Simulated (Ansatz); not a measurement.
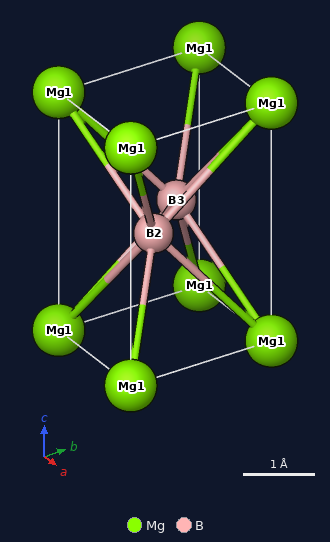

Fig. 1: The input geometry of run 1 (ball-and-stick view of the cell of the calculation, seen slightly off an axis; atoms are numbered from 1 in the order of the input). Near neighbours in the crystal (not all of them lie inside the picture): Mg has 12 B at 2.51 Å; B has 3 B at 1.78 Å and 6 Mg at 2.51 Å.

**What a change does: geometry relaxation on MgB2**

System: MgB2 (P6/mmm, 3 atoms in the cell).
Method of run 1: Kohn-Sham DFT of a periodic cell, revPBE, Ansatz PAW, no spin polarisation (Ansatz 0.2.0).

The structure derives from an entry of the Crystallography Open Database. Text and figures count atoms from 1; the logs count them from 0 in places.

## The input, run 1
```yaml
crystal:
  lattice:
    - [3.085, 0.0, 0.0]
    - [-1.5425, 2.6716883707, 0.0]
    - [0.0, 0.0, 3.523]
  atoms:
    - { symbol: Mg, position: [0.0, 0.0, 0.0] }
    - { symbol: B, position: [0.6666666667, 0.3333333333, 0.5] }
    - { symbol: B, position: [0.3333333333, 0.6666666667, 0.5] }
hamiltonian:
  xc: revpbe
  pseudopotentials: { kind: paw }
kpoints:
  mp_grid: { grid: [10, 10, 8] }
scf:
  occupations: { method: fermi_dirac, width: 0.05 }
output:
  forces: true
  stress: true
  write_density: true
  write_potential: true
  elf: true
  volumetric_format: npy
relax:
  f_tol: 0.01
  max_steps: 40
  cell: { stress_tol: 0.05 }
```

Launched with:
```bash
ansatz run input.yaml --threads 2 --pin off --max-ram 5632MiB --backend cpu --events-out ev --progress --plain --runs-dir out
```

Hardware: 2 threads of Arm Neoverse V2, 24 GiB of memory available, shared host.

## Output, shortened to warnings, some set-up lines, iterations and results (run 1)
```
Basis set: ecut = 420 eV, 563 PW (Γ), exchange–correlation on 48×48×48 points (8 copies of the dense FFT grid, shifted against one another)
Symmetry: 24 space group operations
k-points: 70 of 800
Initial density: superposition of atomic densities (neutral atoms: chi_scale 0, normalization atom), corrected by the library's trained network
[...]
SCF iter   1: F=—  HF=-2239.636719 eV  |F-HF|=—  |Δ(HF+E_count)|=         —  Δρ=2.78e-3  dr2=9.86e-4  ethr=1.77e-3  ⟨swp⟩=5.2  Hψ=4528  notcnv=0
SCF iter   2: F=—  HF=-2239.637192 eV  |F-HF|=—  |Δ(HF+E_count)|=   4.74e-4  Δρ=1.36e-3  dr2=3.32e-4  ethr=6.16e-6  ⟨swp⟩=2.0  Hψ=1872  notcnv=0
SCF iter   3: F=—  HF=-2239.637190 eV  |F-HF|=—  |Δ(HF+E_count)|=   1.99e-6  Δρ=3.29e-4  dr2=1.75e-5  ethr=2.07e-6  ⟨swp⟩=2.3  Hψ=1279  notcnv=0
SCF iter   4: F=—  HF=-2239.637226 eV  |F-HF|=—  |Δ(HF+E_count)|=   3.56e-5  Δρ=7.44e-5  dr2=1.92e-6  ethr=1.09e-7  ⟨swp⟩=2.2  Hψ=1198  notcnv=0
SCF iter   5: F=-2239.637226 eV  HF=-2239.637226 eV  |F-HF|=2.59e-8  |Δ(HF+E_count)|=   9.03e-8  Δρ=1.78e-5  dr2=4.69e-8  ethr=1.20e-8  ⟨swp⟩=2.0  Hψ=1044  notcnv=0
[... 16 lines ...]
SCF iter   3: F=—  HF=-2239.639187 eV  |F-HF|=—  |Δ(HF+E_count)|=   5.71e-7  Δρ=2.05e-6  dr2=1.07e-9  ethr=3.75e-10  ⟨swp⟩=2.0  Hψ=1112  notcnv=0
SCF iter   4: F=—  HF=-2239.639187 eV  |F-HF|=—  |Δ(HF+E_count)|=  6.73e-11  Δρ=5.87e-7  dr2=4.46e-11  ethr=6.68e-12  ⟨swp⟩=2.1  Hψ=1286  notcnv=0
SCF iter   5: F=-2239.639187 eV  HF=-2239.639187 eV  |F-HF|=4.55e-12  |Δ(HF+E_count)|=  1.06e-10  Δρ=1.43e-7  dr2=2.14e-12  ethr=1.00e-12  ⟨swp⟩=5.1  Hψ=3088  notcnv=0
SCF 4 converged in 5 iterations: F = -2239.639187 eV  dr2 = 2.14e-12
relax step   4: F+E_penalty+E_count = -2239.63918674 eV  Δ(F+E_penalty+E_count) = -3.990e-4 eV  max|allowed force component| = 4.934e-17 eV/Å  Δτ_max = 0.0000 Å  P = +0.017 …
basis re-selected at this cell: Δ(F+E_penalty+E_count) = -3.990e-4 eV, ΔP = +0.010 GPa vs the last step (what re-selecting the basis moved, of the pressure what is left beyond the Pulay correction that the steps carried, after the strain that the cell walked since its last selection, with what the …
SCF converged after 5 iterations
Free energy (F): -2239.639187 eV
Harris-Foulkes:  -2239.639187 eV  (|F-HF|=4.55e-12)
Internal energy: -2239.633098 eV  (E = F + TS)
E sigma→0 (E₀):  -2239.636143 eV
Entropy (-TS):   -0.006088 eV (-2.029 meV/atom)
Fermi energy:    9.230261 eV
--- Per-component energies (eV) ---
  E_band       = -294.541323
  E_kinetic    = 172.718296
  E_local      = -1526.252653  (includes V_loc(G=0)·N_el)
  E_nonlocal   = 117.483757
  E_hartree    = 543.509843
  E_xc         = -93.952824
  E_vxc        = -114.528731  (∫ρ·V_xc dr)
  E_paw        = -452.317627  (= ΣΔE_a)
  E_vpaw       = -30.981665  (= ΣTr[D̂ρ^β])
  E_aug_tail   = -0.000013  (compensation charges beyond the density's cutoff)
  E_ewald      = -1000.785703
  E_core_change = -0.036174  (= ΣΔE_core)
  E_smearing   = -0.006088  (= −TS)
  E_closure    = 0.000000  (closes the sum)
  Σ components = -2239.639187   (vs F -2239.639187, Δ=0.00e0)
--- Forces (eV/Å), atoms counted from 1 ---
  atom   1  Mg     0.00000000     0.00000000     0.00000000
  atom   2  B      0.00000000    -0.00000000    -0.00000000
  atom   3  B     -0.00000000     0.00000000     0.00000000
  max |Σ_I F_I| component: 1.85e-17 eV/Å
--- Stress (GPa, compression-positive) ---
        0.009814      -0.000000       0.000000
       -0.000000       0.009814       0.000000
        0.000000       0.000000       0.031821
  P = ⅓ Tr σ = 0.0171 GPa (0.171 kbar)
--- Relaxed structure (3 steps of the walk, 3 accepted, 1 SCFs on fresh bases) ---
  F+E_penalty+E_count = -2239.63918674 eV   max|allowed force component| = 4.934e-17 eV/Å   (the final SCF, on the basis selected at the relaxed cell)
  cell:  # Å, volume = 29.3925 Å³
    - [3.0958768608890006, 0.0, 0.0]
    - [-1.5479384304445003, 2.6811080085182972, 0.0]
    - [0.0, 0.0, 3.5411046038346523]
  atoms:
    - { symbol: Mg, position: [5.863452350449099e-36, -1.6019249729186047e-35, 0.0] }
    - { symbol: B, position: [0.6666666666666666, 0.33333333333333326, 0.5000000000000001] }
[...]
```

The input of run 2 differs as follows (lines with − go, lines with + come):
```diff
-  xc: revpbe
+  xc: blyp
-  write_density: true
-  write_potential: true
-  elf: true
-  volumetric_format: npy
```

Predict how the results change.

The total energies belong to different methods, so their difference says nothing on which is more stable or more accurate. The volume per atom goes from 9.80 to 9.76 Å³. The functional changes from revPBE to BLYP. The SCF takes 17 iterations over all geometry steps against 18.

## Output, shortened to warnings, some set-up lines, iterations and results (run 2)
```
Basis set: ecut = 420 eV, 563 PW (Γ), exchange–correlation on 48×48×48 points (8 copies of the dense FFT grid, shifted against one another)
Symmetry: 24 space group operations
k-points: 70 of 800
Initial density: superposition of atomic densities (neutral atoms: chi_scale 0, normalization atom), corrected by the library's trained network
[...]
SCF iter   1: F=—  HF=-2239.919413 eV  |F-HF|=—  |Δ(HF+E_count)|=         —  Δρ=1.26e-2  dr2=6.98e-2  ethr=1.77e-3  ⟨swp⟩=5.3  Hψ=4595  notcnv=0
SCF iter   2: F=—  HF=-2239.903199 eV  |F-HF|=—  |Δ(HF+E_count)|=   1.62e-2  Δρ=6.73e-3  dr2=2.16e-2  ethr=4.36e-4  ⟨swp⟩=2.0  Hψ=1656  notcnv=0
SCF iter   3: F=—  HF=-2239.895964 eV  |F-HF|=—  |Δ(HF+E_count)|=   7.24e-3  Δρ=5.12e-4  dr2=4.14e-5  ethr=1.35e-4  ⟨swp⟩=2.0  Hψ=1347  notcnv=0
SCF iter   4: F=—  HF=-2239.895947 eV  |F-HF|=—  |Δ(HF+E_count)|=   1.77e-5  Δρ=5.72e-5  dr2=6.93e-7  ethr=2.59e-7  ⟨swp⟩=2.0  Hψ=1389  notcnv=0
SCF iter   5: F=-2239.895946 eV  HF=-2239.895947 eV  |F-HF|=2.53e-8  |Δ(HF+E_count)|=   1.41e-7  Δρ=1.37e-5  dr2=2.62e-8  ethr=4.33e-9  ⟨swp⟩=2.0  Hψ=1394  notcnv=0
[... 15 lines ...]
SCF iter   2: F=—  HF=-2239.896961 eV  |F-HF|=—  |Δ(HF+E_count)|=   6.97e-7  Δρ=2.21e-5  dr2=3.19e-8  ethr=8.12e-10  ⟨swp⟩=2.6  Hψ=1186  notcnv=0
SCF iter   3: F=—  HF=-2239.896962 eV  |F-HF|=—  |Δ(HF+E_count)|=   8.20e-7  Δρ=1.14e-6  dr2=1.18e-10  ethr=1.99e-10  ⟨swp⟩=2.0  Hψ=1114  notcnv=0
SCF iter   4: F=-2239.896962 eV  HF=-2239.896962 eV  |F-HF|=2.23e-11  |Δ(HF+E_count)|=  5.99e-10  Δρ=3.17e-7  dr2=1.44e-11  ethr=1.00e-12  ⟨swp⟩=6.0  Hψ=3611  notcnv=0
SCF 4 converged in 4 iterations: F = -2239.896962 eV  dr2 = 1.44e-11
relax step   4: F+E_penalty+E_count = -2239.89696160 eV  Δ(F+E_penalty+E_count) = -2.917e-4 eV  max|allowed force component| = 1.850e-16 eV/Å  Δτ_max = 0.0000 Å  P = +0.028 …
basis re-selected at this cell: Δ(F+E_penalty+E_count) = -2.917e-4 eV, ΔP = +0.009 GPa vs the last step (what re-selecting the basis moved, of the pressure what is left beyond the Pulay correction that the steps carried, after the strain that the cell walked since its last selection, with what the …
SCF converged after 4 iterations
Free energy (F): -2239.896962 eV
Harris-Foulkes:  -2239.896962 eV  (|F-HF|=2.23e-11)
Internal energy: -2239.890598 eV  (E = F + TS)
E sigma→0 (E₀):  -2239.893780 eV
Entropy (-TS):   -0.006364 eV (-2.121 meV/atom)
Fermi energy:    9.633567 eV
--- Per-component energies (eV) ---
  E_band       = -292.438637
  E_kinetic    = 174.981359
  E_local      = -1523.462416  (includes V_loc(G=0)·N_el)
  E_nonlocal   = 115.652724
  E_hartree    = 542.756806
  E_xc         = -91.504227
  E_vxc        = -111.389335  (∫ρ·V_xc dr)
  E_paw        = -456.174717  (= ΣΔE_a)
  E_vpaw       = -33.734563  (= ΣTr[D̂ρ^β])
  E_aug_tail   = -0.000011  (compensation charges beyond the density's cutoff)
  E_ewald      = -1002.143884
  E_core_change = 0.003769  (= ΣΔE_core)
  E_smearing   = -0.006364  (= −TS)
  E_closure    = 0.000000  (closes the sum)
  Σ components = -2239.896962   (vs F -2239.896962, Δ=0.00e0)
--- Forces (eV/Å), atoms counted from 1 ---
  atom   1  Mg     0.00000000     0.00000000     0.00000000
  atom   2  B      0.00000000     0.00000000     0.00000000
  atom   3  B      0.00000000    -0.00000000    -0.00000000
  max |Σ_I F_I| component: 3.70e-17 eV/Å
--- Stress (GPa, compression-positive) ---
        0.033090      -0.000000       0.000000
       -0.000000       0.033090       0.000000
        0.000000       0.000000       0.018427
  P = ⅓ Tr σ = 0.0282 GPa (0.282 kbar)
--- Relaxed structure (3 steps of the walk, 3 accepted, 1 SCFs on fresh bases) ---
  F+E_penalty+E_count = -2239.89696160 eV   max|allowed force component| = 1.850e-16 eV/Å   (the final SCF, on the basis selected at the relaxed cell)
  cell:  # Å, volume = 29.2713 Å³
    - [3.087909392580948, 0.0, 0.0]
    - [-1.543954696290474, 2.674207978559676, 0.0]
    - [0.0, 0.0, 3.5447261304718767]
  atoms:
    - { symbol: Mg, position: [3.262989947316561e-35, -5.006015540370643e-35, 0.0] }
    - { symbol: B, position: [0.6666666666666667, 0.33333333333333337, 0.5000000000000001] }
[...]
```

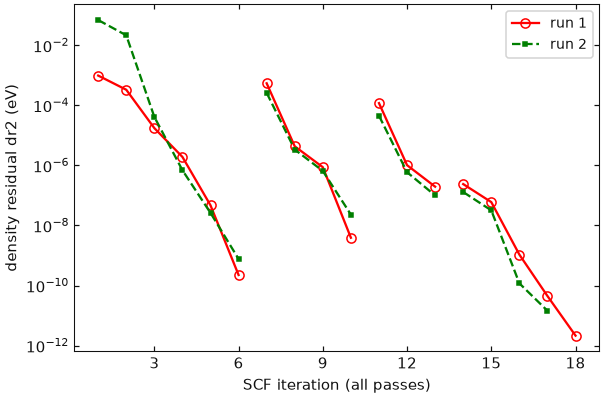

Fig. 2: Convergence of the two runs: density residual dr2 against the SCF iteration. A break in a curve parts two SCF passes. Run 1 takes 18 iterations in all, and run 2 takes 17.

## The two runs side by side

| quantity | run 1 | run 2 |
| --- | --- | --- |
| outcome | converged | converged |
| free energy per atom (eV) | −746.5464 | −746.6323 |
| energy per atom, smearing taken to zero (eV) | −746.5454 | −746.6313 |
| gap on the mesh (eV) | 0.00 | – |
| pressure (GPa) | 0.02 | 0.03 |
| volume per atom (Å³) | 9.80 | 9.76 |
| largest force (eV/Å) | 0.000 | 0.000 |
| SCF iterations | 18 | 17 |
| irreducible k-points | 70 | 70 |
| wall time (shared host) | 2.7 s | 2.4 s |

For both runs: Points of doubt noted for this run: forces on files of another functional.
